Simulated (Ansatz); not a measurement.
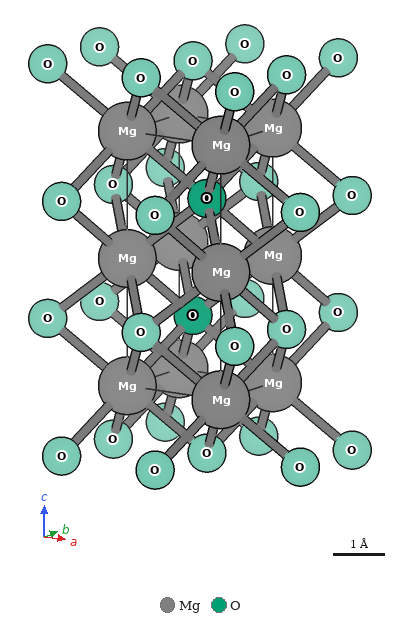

**Figure 1.** The structure (ball-and-stick view of the cell of the calculation, seen slightly off an axis; neighbours outside the cell are drawn fainter). Near neighbours in the crystal (not all of them lie inside the picture): Mg has 6 O at 2.11 Å; O has 6 Mg at 2.11 Å.

**MgO: single-point calculation**

System: MgO (P6₃/mmc, 4 atoms in the cell).
Method: DFT, HSE06, plane waves, PAW, no spin polarisation (Ansatz 0.2.0).

The structure was built on a prototype by a generator. The geometry comes from this level: r2SCAN.

## Output
```
Warning: output.stress: scf.convergence.dr2_threshold = 1e-7 eV (the SCF's general default) is looser than the 4e-10 eV advised for a printed stress (1e-10 eV for each atom of the cell: 4). What an SCF threshold leaves in a stress goes as its square root, and in the free energy as the threshold itself, and one threshold admits the most on a small cell: of the crystals measured, under no hybrid functional and no lock of the moments, on runs that ended without the residual-converged pass, on stresses that held no estimate of that error, the worst erred by over 100 MPa in a component at 1e-7 eV an atom and by under 5 at 1e-10. Set scf.convergence.dr2_threshold to 4e-10 eV or tighter. The threshold is an SCF's pass mark: one that does not reach it within its budget of iterations ends unconverged, or closes short of it on a stop that the run arms, and scf.convergence.dr2_threshold's page says what that costs each kind of run
Warning: output.stress: scf.exx.energy_threshold = 1e-6 eV is looser than the 4e-8 eV advised for a stress under a hybrid functional (1e-8 eV for each atom of the cell: 4). Every SCF of the exchange loop can meet its threshold on dr2 while the loop round them stops early: no threshold on dr2 bounds what that leaves in the stress. Set scf.exx.energy_threshold to 4e-8 eV or tighter. The threshold is the loop's pass mark: a loop that does not reach it within its budget of cycles ends unconverged, and scf.exx.energy_threshold's page has the law
scf.n_extra_bands = 5 over 16 filled bands (N_el = 32.0): the run solves 21 bands
Engine: ansatz 0.2.0, aarch64-unknown-linux-gnu
Pseudopotentials: kind: paw
Pseudopotential: Mg, paw, valence charge 10, recommended cutoff 420 eV (normal), Mg.paw.azcp
Pseudopotential: O, paw, valence charge 6, recommended cutoff 420 eV (normal), O.paw.azcp
Functional definition: HSE06
  parameter a = 0.25
  parameter omega = 0.11/bohr
  exchange = pbe_x - a*pbe_x_sr(omega) + a*exact_x_sr(omega)
  correlation = pbe_c
davidson cushion auto → on  (no smearing: the cushion is to keep the highest requested band from converging to the state above it; pin scf.eigensolver.cushion to override)
Crystal: 4 atoms, lattice volume = 37.679 Å³
Basis set: ecut = 420 eV, 713 PW (Γ), exchange–correlation on 40×40×72 points (8 copies of the dense FFT grid, shifted against one another)
Bands: 21, of which v1, the nominal top of the filled ones, is band 16 counted from 1 (15 counted from 0)
Symmetry: 24 space group operations
Space group: P63/mmc (ITA 194), of the structure as read, at distance tolerance 3.4e-5 Å
k-points: 21 of 144
Non-local potential: Mg, projectors of the file, l = 0: 3, l = 1: 2, l = 2: 1
Non-local potential: O, projectors of the file, l = 0: 2, l = 1: 2, l = 2: 1
PAW form: soft (Blöchl's): semilocal exchange-correlation on the pseudo side does not see the compensation charge
PAW frozen core: Mg, regenerated for the run's functional, and the local potential with it (the file was generated under x = pbe(κ = 0.804, μ = 0.2195149727645171), c = pbe(β = 0.06672455060314922))
PAW frozen core: O, regenerated for the run's functional, and the local potential with it (the file was generated under x = pbe(κ = 0.804, μ = 0.2195149727645171), c = pbe(β = 0.06672455060314922))
PAW one-centre angular grid: Mg, 110 points (default); XC on 96 Gauss nodes
PAW one-centre angular grid: O, 110 points (default); XC on 96 Gauss nodes
Initial density: superposition of atomic densities (neutral atoms: chi_scale 0, normalization atom), corrected by the library's trained network
Initial wavefunctions: pseudopotential atomic-orbital guess
Functional: x = pbe(κ = 0.804, μ = 0.2195149727645171), c = pbe(β = 0.06672455060314922), warm-up for x = pbe(κ = 0.804, μ = 0.2195149727645171) + 0.25 (exact − pbe) at short range (hse, ω = 0.20786987370883472 Å⁻¹), c = pbe(β = 0.06672455060314922); HSE06 as pw.x's `hse` composes it (authors' and Libxc's form: `xc: wpbeh`)
SCF iter   1: F=—  HF=-4987.658165 eV  |F-HF|=—  |Δ(HF+E_count)|=         —  Δρ=2.06e-3  dr2=1.10e-3  ethr=1.77e-3  ⟨swp⟩=2.0  Hψ=3032  notcnv=0
preconditioner: auto → none  [insulator: Δε(μ)=4.454 eV  Ē_g=16.413 eV  n_scr=10 (ndim 8)  ℏωp=24.2 eV  f_vac=0.000]
SCF iter   2: F=-4987.658154 eV  HF=-4987.658235 eV  |F-HF|=8.14e-5  |Δ(HF+E_count)|=   7.08e-5  Δρ=1.07e-3  dr2=2.19e-4  ethr=3.43e-6  ⟨swp⟩=4.0  Hψ=1287  notcnv=0  defer=1
SCF 1 stopped early in 2 iterations: F = -4987.658154 eV  dr2 = 2.19e-4
  greatest PAW one-centre occupation: 1.000 electrons in one spin orbital (limit 2), on the Mg atom at site 1 (counted from 0), in its partial waves of l = 0
Initial density: handed on by an earlier stage of this run
Initial wavefunctions: those handed on with the density
Functional: x = pbe(κ = 0.804, μ = 0.2195149727645171) + 0.25 (exact − pbe) at short range (hse, ω = 0.20786987370883472 Å⁻¹), c = pbe(β = 0.06672455060314922); HSE06 as pw.x's `hse` composes it (authors' and Libxc's form: `xc: wpbeh`)
Exchange kernel: α = 0.2500, screened, ω = 0.2079 Å⁻¹, Wigner–Seitz truncation, v(0) = 1041.1634 eV·Å³, q-mesh 6×6×4, nearest image of the exchange supercell L = 17.54 Å, pair-density grid 18×18×30, without the augmentation charges, whose exchange is taken in its separable form by FFT convolution over the k-point mesh (sized by the pseudopotential files, 18×18×36 at the most), smooth part of the exact exchange by density-matrix convolution
Frozen-core exchange: fock
SCF iter   1: F=—  HF=-4988.069012 eV  |F-HF|=—  |Δ(HF+E_count)|=         —  Δρ=7.61e-3  dr2=1.33e-2  ethr=6.84e-6  ⟨swp⟩=5.1  Hψ=1940  notcnv=0
preconditioner: auto → none  [insulator: Δε(μ)=6.181 eV  Ē_g=18.881 eV  n_scr=10 (ndim 8)  ℏωp=24.2 eV  f_vac=0.000]
SCF iter   2: F=—  HF=-4988.064066 eV  |F-HF|=—  |Δ(HF+E_count)|=   4.95e-3  Δρ=3.99e-3  dr2=2.45e-3  ethr=6.84e-6  ⟨swp⟩=3.0  Hψ=1403  notcnv=0
SCF iter   3: F=—  HF=-4988.070187 eV  |F-HF|=—  |Δ(HF+E_count)|=   6.12e-3  Δρ=1.60e-3  dr2=1.04e-3  ethr=5.78e-6  ⟨swp⟩=3.0  Hψ=1043  notcnv=0
iter 4 solved again at ethr=3.48e-8 eV; its pass at ethr=3.17e-6 eV (dr2=1.12e-5 eV) is discarded
SCF iter   4: F=—  HF=-4988.069890 eV  |F-HF|=—  |Δ(HF+E_count)|=   2.98e-4  Δρ=2.44e-4  dr2=1.91e-5  ethr=3.48e-8  ⟨swp⟩=3.1  Hψ=2281  notcnv=0
SCF iter   5: F=—  HF=-4988.069947 eV  |F-HF|=—  |Δ(HF+E_count)|=   5.76e-5  Δρ=1.78e-4  dr2=1.35e-5  ethr=3.48e-8  ⟨swp⟩=3.2  Hψ=1211  notcnv=0
SCF iter   6: F=-4988.069943 eV  HF=-4988.069945 eV  |F-HF|=1.97e-6  |Δ(HF+E_count)|=   2.79e-6  Δρ=1.91e-5  dr2=6.00e-7  ethr=3.48e-8  ⟨swp⟩=3.0  Hψ=1119  notcnv=0
SCF 2 stopped early in 6 iterations: F = -4988.069943 eV  dr2 = 6.00e-7
hybrid outer 1: dexx = +7.029e-3 eV, tail = 6.65e-5 eV
Exchange kernel: α = 0.2500, screened, ω = 0.2079 Å⁻¹, Wigner–Seitz truncation, v(0) = 1041.1634 eV·Å³, q-mesh 6×6×4, nearest image of the exchange supercell L = 17.54 Å, pair-density grid 18×18×30, without the augmentation charges, whose exchange is taken in its separable form by FFT convolution over the k-point mesh (sized by the pseudopotential files, 18×18×36 at the most), smooth part of the exact exchange by density-matrix convolution
Frozen-core exchange: fock
SCF iter   1: F=—  HF=-4988.069860 eV  |F-HF|=—  |Δ(HF+E_count)|=         —  Δρ=7.51e-5  dr2=1.90e-6  ethr=1.04e-6  ⟨swp⟩=2.4  Hψ=995  notcnv=0
preconditioner: auto → none  [insulator: Δε(μ)=6.206 eV  Ē_g=18.868 eV  n_scr=10 (ndim 8)  ℏωp=24.2 eV  f_vac=0.000]
SCF iter   2: F=—  HF=-4988.069859 eV  |F-HF|=—  |Δ(HF+E_count)|=   5.48e-7  Δρ=1.63e-5  dr2=7.96e-8  ethr=5.66e-9  ⟨swp⟩=3.5  Hψ=1394  notcnv=0
SCF iter   3: F=-4988.069860 eV  HF=-4988.069860 eV  |F-HF|=3.26e-9  |Δ(HF+E_count)|=   3.09e-7  Δρ=2.97e-6  dr2=1.66e-9  ethr=1.12e-10  ⟨swp⟩=4.1  Hψ=1484  notcnv=0
SCF 3 converged in 3 iterations: F = -4988.069860 eV  dr2 = 1.66e-9
  Residual-converged pass: ⟨swp⟩=3.0  Hψ=947  notcnv=0  max |occ|·‖R‖ = 2.4e-6 eV (tolerance 2.4e-6 eV)  dr2=1.65e-9  dr2_onsite=2.64e-9  max |Δocc| = 0.0e0
  greatest PAW one-centre occupation: 1.000 electrons in one spin orbital (limit 2), on the Mg atom at site 0 (counted from 0), in its partial waves of l = 0
```

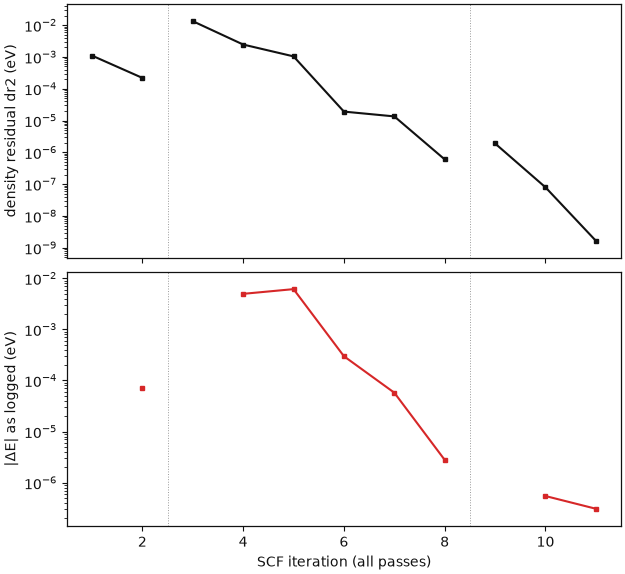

**Figure 2.** Convergence of the self-consistent field: density residual dr2 and size of the energy change against the SCF iteration. The run starts with a semilocal functional; after that each stretch between dotted lines is one SCF of the hybrid functional between two exact rebuilds of the exchange operator by the outer loop. Early passes are stopped at a loose threshold. The passes take 2, 6 and 3 iterations.

```
hybrid outer 2: dexx = +2.444e-7 eV, tail = 3.02e-8 eV, Δε = 2.22e-3 eV (about 9.51e-5 eV left of the loop's levels)
the search or the solves at the SCF's close seem to have found levels that the self-consistency loop had missed (the run counts 2). By its estimate they hold under 1e-12 electrons; where the run keeps them, the occupations were computed again with them
NSCF: frozen V_eff on 6 k-points
hybrid SCF converged: 2 outer / 9 inner (+2 warm-up), last move |dexx| = 2.44e-7 eV, tail = 3.02e-8 eV
Stability not checked: this state was not tested for a lower state beside it, because the functional holds exact exchange (a hybrid, or Hartree-Fock), whose exchange loop this test does not read (fock_operator; see scf.lower_state_search)
Free energy (F): -4988.069860 eV
Frozen-core exchange: fock
Harris-Foulkes:  -4988.069860 eV  (|F-HF|=3.26e-9)
Internal energy: -4988.069860 eV  (E = F + TS)
E sigma→0 (E₀):  -4988.069860 eV
Fermi energy:    6.953053 eV
--- Per-component energies (eV) ---
  E_band       = -686.116897
  E_kinetic    = 513.277246
  E_local      = -3241.507781  (includes V_loc(G=0)·N_el)
  E_nonlocal   = 282.218646
  E_hartree    = 1125.466001
  E_xc         = -169.679288
  E_vxc        = -215.434796  (∫ρ·V_xc dr)
  E_exx        = -142.933897  (= α·E_x^exact, valence–valence)
  E_paw        = -797.887001  (= ΣΔE_a)
  E_vpaw       = 10.258308  (= ΣTr[D̂ρ^β])
  E_aug_tail   = 0.005016  (compensation charges beyond the density's cutoff)
  E_ewald      = -2556.905719
  E_core_change = -0.123082  (= ΣΔE_core)
  E_smearing   = -0.000000  (= −TS)
  E_closure    = -0.000001  (closes the sum)
  Σ components = -4988.069860   (vs F -4988.069860, Δ=0.00e0)
--- Forces (eV/Å), atoms counted from 1 ---
  atom   1  Mg    -0.00000000     0.00000000     0.00000000
  atom   2  Mg    -0.00000000     0.00000000     0.00000000
  atom   3  O     -0.00000000     0.00000000     0.00000000
  atom   4  O      0.00000000    -0.00000000     0.00000000
  max |Σ_I F_I| component: 4.63e-18 eV/Å
--- Stress (GPa, compression-positive) ---
       -0.324308      -0.000000       0.000000
       -0.000000      -0.324308       0.000000
        0.000000       0.000000      -0.314828
  P = ⅓ Tr σ = -0.3211 GPa (-3.211 kbar)
--- Band table (eV; the first three rows and the last of 21) ---
  k-point 0: bands = ["-70.0740", "-70.0539", "-35.0940", "-34.9378", "-34.9378", "-34.9188", "-34.9188", "-34.9050", "-11.9740", "-10.7781", "1.7233", "6.3870", "6.3870", "6.4559", "6.9531", "6.9531", "13.1578", "16.9136", "20.9899", "21.8850", "25.9948"]
  k-point 1: bands = ["-70.0710", "-70.0568", "-35.0666", "-34.9350", "-34.9350", "-34.9329", "-34.9216", "-34.9216", "-11.8191", "-10.9777", "2.2823", "5.5054", "6.4661", "6.4661", "6.8661", "6.8661", "14.0882", "16.7019", "20.8082", "21.5316", "25.8137"]
  k-point 2: bands = ["-70.0639", "-70.0639", "-35.0000", "-35.0000", "-34.9283", "-34.9283", "-34.9283", "-34.9283", "-11.4203", "-11.4203", "3.7370", "3.7370", "6.6626", "6.6626", "6.6626", "6.6626", "15.7098", "15.7098", "20.9091", "20.9091", "25.6181"]
  k-point 20: bands = ["-70.0558", "-70.0558", "-34.9825", "-34.9825", "-34.9801", "-34.9801", "-34.9784", "-34.9784", "-10.3447", "-10.3447", "3.1772", "3.1772", "3.7544", "3.7544", "5.7431", "5.7431", "18.5470", "18.5470", "21.1126", "21.1126", "21.3333"]
```

## File bands.tsv
```
# k_distance	band_0	band_1	band_2	band_3	band_4	band_5	band_6	band_7	band_8	band_9	band_10	band_11	band_12	band_13	band_14	band_15	band_16	band_17	band_18	band_19	band_20
# fermi_ev = 6.953053
# lock_threshold_ev = 1e-6
# [0, 0, 0] at k_distance = 0.000000
# [0.5, 0, 0] at k_distance = 1.241030
# [0.3333333333, 0.3333333333, 0] at k_distance = 1.957539
# [0, 0, 0.5] at k_distance = 3.517722
# [0.5, 0, 0.5] at k_distance = 4.758752
# [0.3333333333, 0.3333333333, 0.5] at k_distance = 5.475261
# levels_relative_to = fermi_ev
# free_energy_ev = -4988.069860
# largest_residual_norms_ev = 5.725e-5 5.990e-5 8.941e-5 9.287e-5 1.221e-4 2.077e-4 1.465e-4 1.333e-4 4.987e-4 4.988e-4 4.351e-4 5.462e-4 7.466e-4 7.477e-4 9.603e-4 1.647e-3 1.296e-3 1.523e-3 1.190e-3 1.829e-3 1.829e-3
0.000000	-77.027025	-77.006937	-42.047071	-41.890859	-41.890859	-41.871837	-41.871837	-41.858021	-18.927025	-17.731201	-5.229747	-0.566066	-0.566066	-0.497180	0.000000	0.000000	6.204738	9.960540	14.036844	14.931932	19.041786
1.241030	-77.019542	-76.999881	-42.025040	-41.971274	-41.939307	-41.909059	-41.886865	-41.849203	-17.509968	-17.338637	-4.697453	-3.765267	-2.797021	-1.654258	-1.340707	-0.785376	10.326711	11.398464	12.287332	13.931937	14.367196
1.957539	-77.018609	-76.998998	-42.022190	-41.946382	-41.946382	-41.918203	-41.918203	-41.848151	-17.301159	-17.301159	-3.864205	-3.119094	-3.119094	-2.436715	-2.110599	-2.110599	12.511475	12.511475	13.675041	14.104964	14.104964
3.517722	-77.016987	-77.016987	-41.953079	-41.953079	-41.881351	-41.881351	-41.881351	-41.881351	-18.373313	-18.373313	-3.216077	-3.216077	-0.290502	-0.290502	-0.290502	-0.290502	8.756741	8.756741	13.955999	13.955999	18.665050
4.758752	-77.009716	-77.009716	-41.955586	-41.955586	-41.937215	-41.937215	-41.897979	-41.897979	-17.420607	-17.420607	-4.668520	-4.668520	-1.616810	-1.616810	-1.073496	-1.073496	10.569573	10.569573	12.782877	12.782877	15.241682
5.475261	-77.008816	-77.008816	-41.935533	-41.935533	-41.933171	-41.933171	-41.931412	-41.931412	-17.297720	-17.297720	-3.775856	-3.775856	-3.198671	-3.198671	-1.209904	-1.209904	11.593986	11.593986	14.159499	14.159499	14.380262
```

The run was set up as follows.

## Input
```yaml
crystal:
  lattice:
    - [2.9230552965, 0.0, 0.0]
    - [-1.4615276482, 2.5314401434, 0.0]
    - [0.0, 0.0, 5.0921016473]
  atoms:
    - { symbol: Mg, position: [0.0, 0.0, 0.0] }
    - { symbol: Mg, position: [0.0, 0.0, 0.5] }
    - { symbol: O, position: [0.3333333333, 0.6666666667, 0.25] }
    - { symbol: O, position: [0.6666666667, 0.3333333333, 0.75] }
kpoints:
  mp_grid: { grid: [6, 6, 4] }
  band_path:
    path:
      - [0.0, 0.0, 0.0]
      - [0.5, 0.0, 0.0]
      - [0.3333333333, 0.3333333333, 0.0]
      - [0.0, 0.0, 0.5]
      - [0.5, 0.0, 0.5]
      - [0.3333333333, 0.3333333333, 0.5]
    npoints: 1
hamiltonian:
  xc: hse06
scf:
  occupations: { method: fixed }
  n_extra_bands: 5
output:
  forces: true
  stress: true
  eigenvalues: true
```

Launched with:
```bash
ansatz run input.yaml --threads 4 --pin off --max-ram 5529MiB --backend cpu --events-out ev --progress --plain --runs-dir out
```

## Key numbers

```json
{"quantity": "outcome", "value": "converged"}
{"quantity": "space group (tolerance 0.01 Å)", "value": "P6₃/mmc (194)"}
{"quantity": "electrons treated", "value": "32"}
{"quantity": "free energy", "value": "−4988.0699 eV"}
{"quantity": "Fermi energy", "value": "6.953 eV"}
{"quantity": "gap on the k-point mesh", "value": "6.20 eV"}
{"quantity": "pressure", "value": "−0.32 GPa"}
{"quantity": "largest force (length of the vector)", "value": "under 0.001 eV/Å"}
{"quantity": "hardware", "value": "4 threads of Arm Neoverse V2, 24 GiB of memory available, shared host"}
{"quantity": "wall time", "value": "11 s (CPU time 37 s)"}
{"quantity": "peak memory", "value": "0.82 GiB"}
```

## Notes

The program warns: the exchange loop's threshold is looser than advised for the stress; the SCF threshold is looser than advised for the printed stress.
